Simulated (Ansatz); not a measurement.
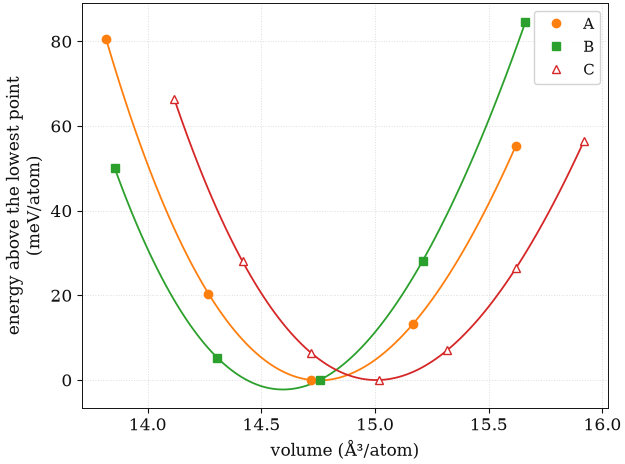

The picture above shows the energy above the lowest point against volume, with one curve for each functional, for Re (space group Fm-3m). The labels are replaced by letters. In alphabetical order the cases are: HSE06; PBE; r2SCAN.

Computed with Ansatz 0.2.0 development build: equation of state of a cubic crystal from periodic Kohn-Sham density functional theory without spin, third-order Birch-Murnaghan fit to the free energies; pressure corrected for the finite basis.

structure type fcc; atoms in cell 1; space group number 225; lattice centring face-centred primitive; occupation method Fermi–Dirac; datasets soft-1 PAW; density tolerance 1e−07 eV; bands 12; density cutoff ratio 4; search for lower states default.

Question: Which letter stands for which functional?

Answer: A: r2SCAN; B: HSE06; C: PBE.

Keep in mind: coarse k-mesh, values are not converged in k (HSE06); cubic model structure, not the ambient form.
